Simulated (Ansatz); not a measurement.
Geometry relaxation, with input and output: Si (part 1 of 2)

- system: Si (defect cell, 17 atoms in the cell)
- method: DFT PBEsol, scalar-relativistic, plane waves, PAW, no spin polarisation (Ansatz 0.2.0)

It belongs to a series of runs on one base structure; here: end point B relaxed.

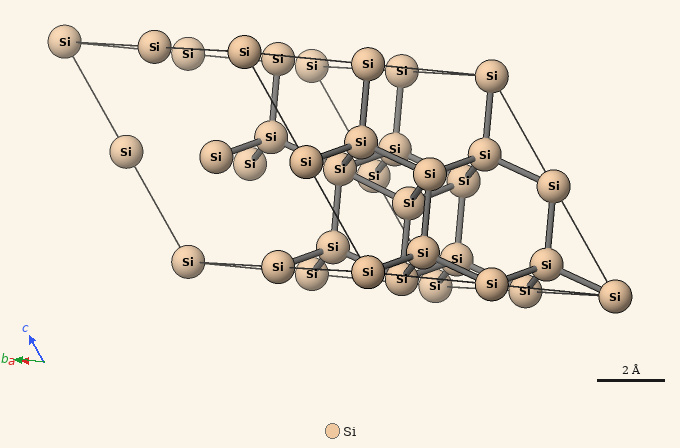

Figure 1. The starting structure (ball-and-stick view of the cell of the calculation, seen at an oblique angle).

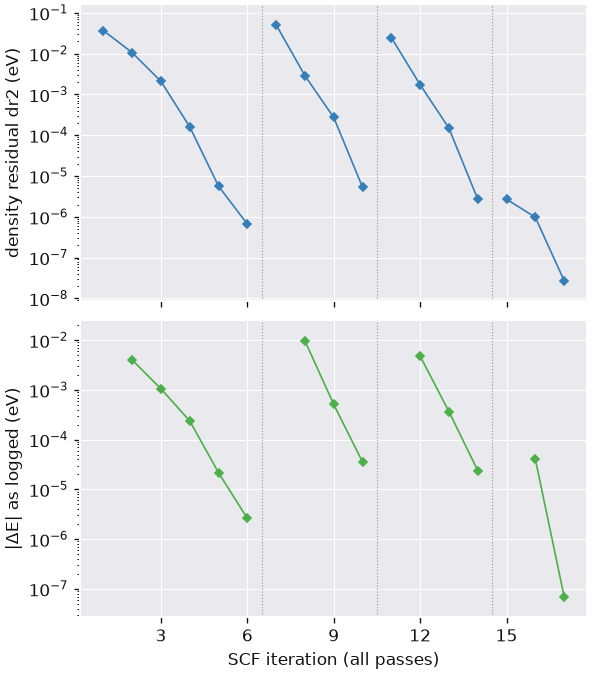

Figure 2. Convergence of the self-consistent field: density residual dr2 and size of the energy change against the SCF iteration. The dotted lines part the SCF passes of the relaxation: geometry steps, rejected trials and re-solves on a re-selected basis. The passes take 6, 4, 4 and 3 iterations.

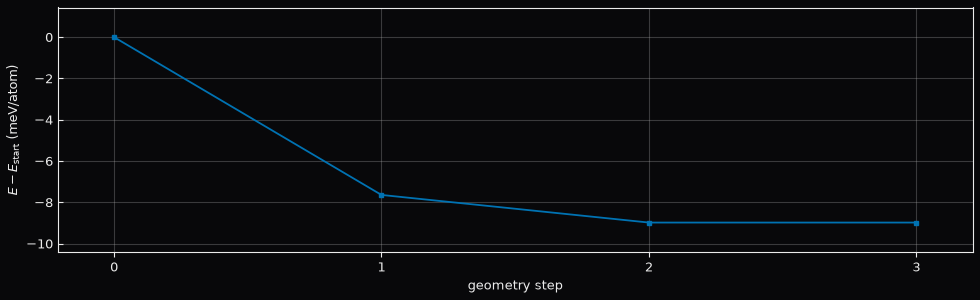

Figure 3. Progress of the relaxation, step by step (the first geometry is step 0 here and step 1 in the log).

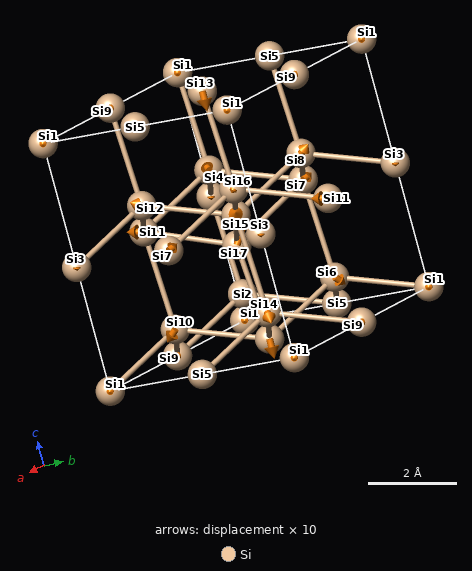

Figure 4. The starting structure with the displacements as orange arrows, magnified 10 times (ball-and-stick view of the cell of the calculation, seen slightly off an axis). The largest move is that of Si17, 0.077 Å. The cell doesn't change. Among the contacts that change: Si13–Si17 2.281 → 2.390 Å, Si11–Si17 2.335 → 2.391 Å, Si11–Si16 2.351 → 2.312 Å, Si10–Si11 2.351 → 2.385 Å. Among the angles that change: Si11–Si17–Si13 112.5° → 109.7°, Si7–Si17–Si15 106.5° → 109.2°. Over 3 geometry steps the energy falls by 9.0 meV per atom. Largest force component: 0.84 eV/Å at the start, 0.028 eV/Å at the end. (Atoms are counted from 1 in the order of the input.)

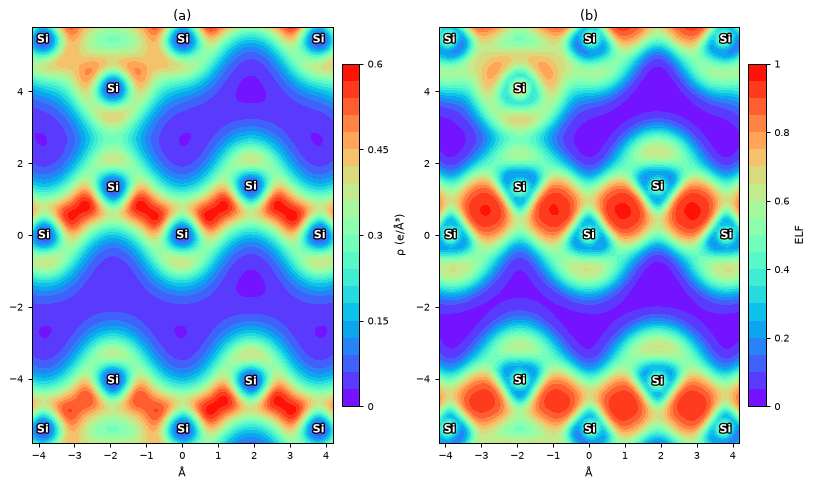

Figure 5. (a) valence electron density; (b) electron localisation function on the (101̄) plane of the calculation cell. Atoms in the plane: Si. Away from the nuclei the density in this plane falls to 0.02 e/Å³ at its lowest. In a PAW calculation such maps are meaningful between the atoms, not at the nuclei.

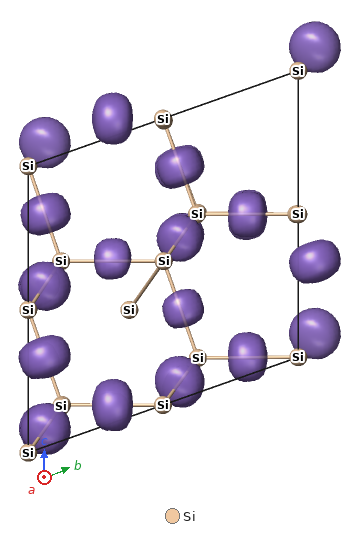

Figure 6. Isosurface of the electron localisation function at 0.85 (purple), seen along the a axis. Only the valence region is drawn (cores and ρ < 0.01 e/Å³ removed). Sticks mark near contacts. The outline is the calculation cell. Si–Si (2.38 Å): the ELF peaks at about 0.95 between the atoms (a shared electron pair).

The input and output of the run follow.

## Input
```yaml
crystal:
  lattice:
    - [0.0, 5.43, 5.43]
    - [5.43, 0.0, 5.43]
    - [5.43, 5.43, 0.0]
  atoms:
    - { symbol: Si, position: [0.0, 0.0, 0.0] }
    - { symbol: Si, position: [0.125, 0.125, 0.125] }
    - { symbol: Si, position: [0.0, 0.0, 0.5] }
    - { symbol: Si, position: [0.125, 0.125, 0.625] }
    - { symbol: Si, position: [0.0, 0.5, 0.0] }
    - { symbol: Si, position: [0.125, 0.625, 0.125] }
    - { symbol: Si, position: [0.0, 0.5, 0.5] }
    - { symbol: Si, position: [0.125, 0.625, 0.625] }
    - { symbol: Si, position: [0.5, 0.0, 0.0] }
    - { symbol: Si, position: [0.625, 0.125, 0.125] }
    - { symbol: Si, position: [0.5, 0.0, 0.5] }
    - { symbol: Si, position: [0.625, 0.125, 0.625] }
    - { symbol: Si, position: [0.5, 0.5, 0.0] }
    - { symbol: Si, position: [0.625, 0.625, 0.125] }
    - { symbol: Si, position: [0.5, 0.5, 0.5] }
    - { symbol: Si, position: [0.625, 0.625, 0.625] }
    - { symbol: Si, position: [0.38610352, 0.37215355, 0.36375113] }
basis:
  ecutwfc: 420.0
kpoints:
  mp_grid: { grid: [2, 2, 2] }
hamiltonian:
  xc: pbesol
scf:
  occupations: { method: gaussian, width: 0.05 }
  lower_state_search: "off"
relax:
  f_tol: 0.03
  max_steps: 60
  adjacent_minimum: "off"
output:
  write_density: true
  write_potential: true
  elf: true
  volumetric_format: npy
```

Launch command:
```bash
ansatz run input.yaml --threads 1 --pin off --max-ram 3072MiB --backend cpu --events-out ev --progress --plain --runs-dir out
```

## Output
```
Engine: ansatz 0.2.0, x86_64-unknown-linux-gnu
Pseudopotentials: kind: paw
Pseudopotential: Si, paw, valence charge 4, recommended cutoff 420 eV (normal), Si.paw.azcp
Functional definition: PBEsol
  exchange = pbesol_x
  correlation = pbesol_c
Crystal: 17 atoms, lattice volume = 320.206 Å³
Basis set: ecut = 420 eV, 6231 PW (Γ), exchange–correlation on 108×108×108 points (8 copies of the dense FFT grid, shifted against one another)
Bands: 51, of which v1, the nominal top of the filled ones, is band 34 counted from 1 (33 counted from 0)
Symmetry: 1 space group operations
Space group: P1 (ITA 1), of the structure as read, at distance tolerance 6.8e-5 Å
k-points: 8
Non-local potential: Si, projectors of the file, l = 0: 2, l = 1: 2, l = 2: 2
PAW form: soft (Blöchl's): semilocal exchange-correlation on the pseudo side does not see the compensation charge
PAW frozen core: Si, regenerated for the run's functional, and the local potential with it (the file was generated under x = pbe(κ = 0.804, μ = 0.2195149727645171), c = pbe(β = 0.06672455060314922))
PAW one-centre angular grid: Si, 110 points (default); XC on 64 Gauss nodes
Initial density: superposition of atomic densities (neutral atoms: chi_scale 0, normalization atom), corrected by the library's trained network
Initial wavefunctions: pseudopotential atomic-orbital guess
Functional: x = pbesol(κ = 0.804, μ = 0.12345679012345678), c = pbesol(β = 0.046)
SCF iter   1: F=—  HF=-10561.459412 eV  |F-HF|=—  |Δ(HF+E_count)|=         —  Δρ=2.85e-3  dr2=3.68e-2  ethr=1.77e-3  ⟨swp⟩=9.6  Hψ=2284  notcnv=0  defer=18
preconditioner: auto → Resta (q_TF=auto, 2.107 Å⁻¹)  ε∞=5.6  [insulator: Δε(μ)=0.137 eV  Ē_g=7.950 eV  σ=0.050 eV  W_gap=0.64  n_scr=58 (ndim 8)  ℏωp=17.1 eV  f_vac=0.000  D(μ)=7.70/eV (n_scr^D=58)  ε∞_Penn≈5.6]
SCF iter   2: F=—  HF=-10561.455422 eV  |F-HF|=—  |Δ(HF+E_count)|=   3.99e-3  Δρ=1.62e-3  dr2=1.06e-2  ethr=5.42e-5  ⟨swp⟩=1.0  Hψ=472  notcnv=0  defer=28
SCF iter   3: F=—  HF=-10561.454371 eV  |F-HF|=—  |Δ(HF+E_count)|=   1.05e-3  Δρ=3.99e-4  dr2=2.09e-3  ethr=1.55e-5  ⟨swp⟩=2.4  Hψ=524  notcnv=0  defer=28
SCF iter   4: F=—  HF=-10561.454134 eV  |F-HF|=—  |Δ(HF+E_count)|=   2.37e-4  Δρ=1.47e-4  dr2=1.60e-4  ethr=3.08e-6  ⟨swp⟩=2.0  Hψ=467  notcnv=0  defer=28
iter 5 did not close the SCF: its close was put off for the readings that it lacked (scf_convergence_deferred on its scf_iter line)
SCF iter   5: F=-10561.454157 eV  HF=-10561.454156 eV  |F-HF|=1.08e-6  |Δ(HF+E_count)|=   2.16e-5  Δρ=3.66e-5  dr2=5.61e-6  ethr=2.35e-7  ⟨swp⟩=2.4  Hψ=522  notcnv=0  defer=28
SCF iter   6: F=-10561.454158 eV  HF=-10561.454158 eV  |F-HF|=4.30e-7  |Δ(HF+E_count)|=   2.60e-6  Δρ=7.93e-6  dr2=6.62e-7  ethr=8.25e-9  ⟨swp⟩=7.1  Hψ=2612  notcnv=0
SCF 1 converged in 6 iterations: F = -10561.454158 eV  dr2 = 6.62e-7
  greatest PAW one-centre occupation: 0.719 electrons in one spin orbital (limit 2), on the Si atom at site 16 (counted from 0), in its partial waves of l = 0
relax step   1: F+E_penalty+E_count = -10561.45415783 eV  Δ(F+E_penalty+E_count) = +0.000e0 eV  max|allowed force component| = 8.435e-1 eV/Å  Δτ_max = 0.0000 Å  (6 SCF iters, dr2 threshold 2.25e-5 eV, accepted)
Initial density: handed on by an earlier stage of this run
Initial wavefunctions: those handed on with the density
iter 1 solved again at ethr=6.83e-5 eV; its pass at ethr=3.10e-3 eV (dr2=4.65e-2 eV) is discarded
SCF iter   1: F=—  HF=-10561.594262 eV  |F-HF|=—  |Δ(HF+E_count)|=         —  Δρ=2.20e-3  dr2=5.08e-2  ethr=6.83e-5  ⟨swp⟩=2.2  Hψ=1175  notcnv=0  defer=77
preconditioner: auto → Resta (q_TF=auto, 2.107 Å⁻¹)  ε∞=5.6  [insulator: Δε(μ)=0.214 eV  Ē_g=7.944 eV  σ=0.050 eV  W_gap=0.67  n_scr=58 (ndim 8)  ℏωp=17.1 eV  f_vac=0.000  D(μ)=8.45/eV (n_scr^D=58)  ε∞_Penn≈5.6]
SCF iter   2: F=—  HF=-10561.584584 eV  |F-HF|=—  |Δ(HF+E_count)|=   9.68e-3  Δρ=8.72e-4  dr2=2.88e-3  ethr=6.83e-5  ⟨swp⟩=2.0  Hψ=482  notcnv=0  defer=77
SCF iter   3: F=—  HF=-10561.584074 eV  |F-HF|=—  |Δ(HF+E_count)|=   5.09e-4  Δρ=3.19e-4  dr2=2.72e-4  ethr=4.23e-6  ⟨swp⟩=2.1  Hψ=508  notcnv=0  defer=77
SCF iter   4: F=-10561.584038 eV  HF=-10561.584039 eV  |F-HF|=5.63e-7  |Δ(HF+E_count)|=   3.56e-5  Δρ=3.47e-5  dr2=5.31e-6  ethr=6.54e-8  ⟨swp⟩=9.0  Hψ=3032  notcnv=0
SCF 2 converged in 4 iterations: F = -10561.584038 eV  dr2 = 5.31e-6
relax step   2: F+E_penalty+E_count = -10561.58403824 eV  Δ(F+E_penalty+E_count) = -1.299e-1 eV  max|allowed force component| = 3.301e-1 eV/Å  Δτ_max = 0.0373 Å  (4 SCF iters, dr2 threshold 4.45e-5 eV, accepted)
SCF iter   1: F=—  HF=-10561.611938 eV  |F-HF|=—  |Δ(HF+E_count)|=         —  Δρ=1.72e-3  dr2=2.47e-2  ethr=4.98e-4  ⟨swp⟩=3.4  Hψ=978  notcnv=0  defer=77
preconditioner: auto → Resta (q_TF=auto, 2.107 Å⁻¹)  ε∞=5.6  [insulator: Δε(μ)=0.244 eV  Ē_g=7.944 eV  σ=0.050 eV  W_gap=0.72  n_scr=58 (ndim 8)  ℏωp=17.1 eV  f_vac=0.000  D(μ)=9.27/eV (n_scr^D=58)  ε∞_Penn≈5.6]
SCF iter   2: F=—  HF=-10561.607166 eV  |F-HF|=—  |Δ(HF+E_count)|=   4.77e-3  Δρ=7.42e-4  dr2=1.73e-3  ethr=3.63e-5  ⟨swp⟩=2.1  Hψ=531  notcnv=0  defer=77
SCF iter   3: F=—  HF=-10561.606798 eV  |F-HF|=—  |Δ(HF+E_count)|=   3.67e-4  Δρ=2.57e-4  dr2=1.49e-4  ethr=2.54e-6  ⟨swp⟩=2.4  Hψ=530  notcnv=0  defer=77
SCF iter   4: F=-10561.606774 eV  HF=-10561.606774 eV  |F-HF|=3.40e-7  |Δ(HF+E_count)|=   2.39e-5  Δρ=2.89e-5  dr2=2.70e-6  ethr=1.00e-8  ⟨swp⟩=9.0  Hψ=2902  notcnv=0
SCF 3 converged in 4 iterations: F = -10561.606774 eV  dr2 = 2.70e-6
  greatest PAW one-centre occupation: 0.720 electrons in one spin orbital (limit 2), on the Si atom at site 16 (counted from 0), in its partial waves of l = 0
relax step   3: F+E_penalty+E_count = -10561.60677391 eV  Δ(F+E_penalty+E_count) = -2.274e-2 eV  max|allowed force component| = 2.800e-2 eV/Å  Δτ_max = 0.0551 Å  (4 SCF iters, dr2 threshold 6.81e-6 eV, accepted)
iter 1 solved again at ethr=3.96e-9 eV; its pass at ethr=3.10e-3 eV (dr2=2.70e-6 eV) is discarded
SCF iter   1: F=—  HF=-10561.606734 eV  |F-HF|=—  |Δ(HF+E_count)|=         —  Δρ=2.89e-5  dr2=2.70e-6  ethr=3.96e-9  ⟨swp⟩=1.0  Hψ=1025  notcnv=0  defer=77
preconditioner: auto → Resta (q_TF=auto, 2.107 Å⁻¹)  ε∞=5.6  [insulator: Δε(μ)=0.242 eV  Ē_g=7.942 eV  σ=0.050 eV  W_gap=0.70  n_scr=58 (ndim 8)  ℏωp=17.1 eV  f_vac=0.000  D(μ)=8.99/eV (n_scr^D=58)  ε∞_Penn≈5.6]
SCF iter   2: F=—  HF=-10561.606774 eV  |F-HF|=—  |Δ(HF+E_count)|=   4.07e-5  Δρ=1.74e-5  dr2=9.73e-7  ethr=3.96e-9  ⟨swp⟩=1.0  Hψ=331  notcnv=0  defer=77
SCF iter   3: F=-10561.606774 eV  HF=-10561.606774 eV  |F-HF|=4.82e-9  |Δ(HF+E_count)|=   7.00e-8  Δρ=1.94e-6  dr2=2.73e-8  ethr=1.47e-10  ⟨swp⟩=7.0  Hψ=2477  notcnv=0
SCF 4 converged in 3 iterations: F = -10561.606774 eV  dr2 = 2.73e-8
```
